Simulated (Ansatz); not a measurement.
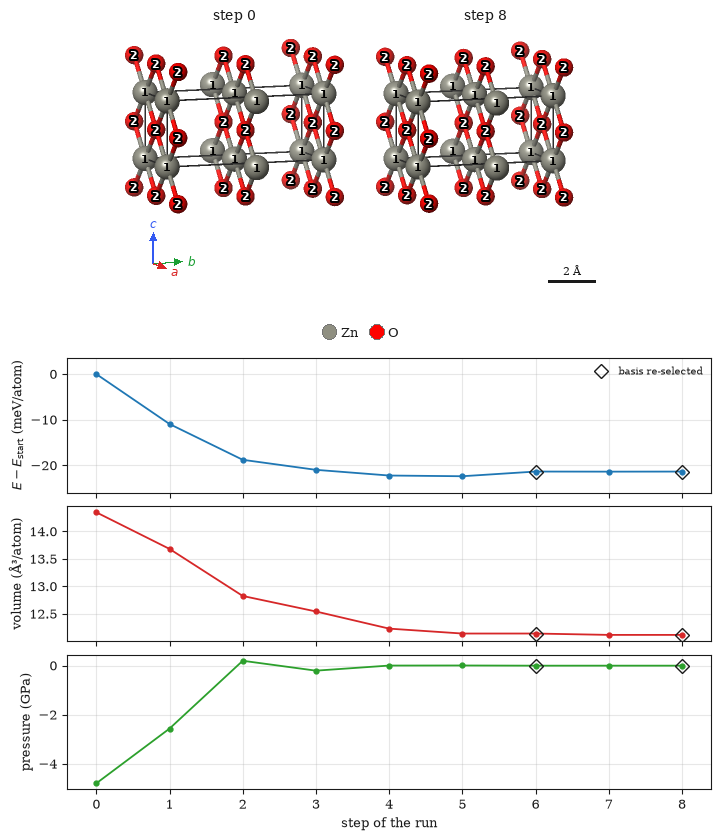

First and last geometry of a relaxation of solid ZnO (a generated structure, set up in Cmmm), with the history of the run. Style: ball-and-stick. Shown: the conventional cell (2 times the calculation's cell), slightly off an axis. Lengths and directions refer to the drawn axes.

The run lets cell and atoms move.

Theory: Ansatz 0.2.0, Kohn-Sham DFT of a periodic cell, r2SCAN, Ansatz PAW.

The input:
```yaml
crystal:
  lattice:
    - [1.43323, -3.52708, 0.0]
    - [1.43323, 3.52708, 0.0]
    - [0.0, 0.0, 2.83849]
  atoms:
    - { symbol: Zn, position: [0.0, 0.0, 0.0] }
    - { symbol: O, position: [0.5, 0.5, 0.5] }
hamiltonian:
  xc: r2scan
  pseudopotentials: { kind: paw }
kpoints:
  mp_grid: { grid: [10, 10, 9] }
scf:
  occupations: { method: fermi_dirac, width: 0.05 }
output:
  forces: true
  stress: true
  eigenvalues: true
  write_density: true
  write_potential: true
  elf: true
  volumetric_format: npy
relax:
  f_tol: 0.01
  max_steps: 40
  cell: { stress_tol: 0.05 }
```

Launched with:
```bash
ansatz run input.yaml --threads 2 --pin off --max-ram 5632MiB --backend cpu --events-out ev --progress --plain --runs-dir out
```

**What do the curves and the structures tell?**

It converged. No atom moves by more than 0.005 Å relative to the cell. The volume changes by −15.6 %, with a 2.866 → 2.858 Å (−0.3 %), b 7.054 → 6.078 Å (−13.8 %), c 2.838 → 2.790 Å (−1.7 %). Near-neighbour distances that change, for instance: Zn1–O2 2.017 → 1.997 Å. The space group stays Cmmm (No. 65). After 6 accepted moves (8 points after the start) the energy has fallen by 21.4 meV per atom. All forces vanish by symmetry, so only the cell relaxes. The pressure goes from −4.79 to 0.00 GPa. The SCF was repeated twice at an unchanged geometry on a basis and grid sized afresh for the cell, which shifted the energy by 1.0 meV per atom at most. The run took 80 s on 2 threads of Intel(R) Xeon(R) Platinum 8259CL CPU @ 2.50GHz (Skylake/Cascade Lake) (shared host), peak memory 0.56 GiB.

| step | E − E(0), meV/atom | pressure, GPa | volume, Å³/atom | note |
| --- | --- | --- | --- | --- |
| 0 | 0.00 | -4.79 | 14.349 |  |
| 1 | -10.94 | -2.57 | 13.682 |  |
| 2 | -18.77 | 0.20 | 12.825 |  |
| 3 | -20.97 | -0.21 | 12.543 |  |
| 4 | -22.22 | 0.00 | 12.230 |  |
| 5 | -22.37 | 0.00 | 12.141 |  |
| 6 | -21.35 | 0.00 | 12.141 | same geometry, new basis |
| 7 | -21.37 | 0.00 | 12.116 |  |
| 8 | -21.35 | 0.00 | 12.116 | same geometry, new basis |
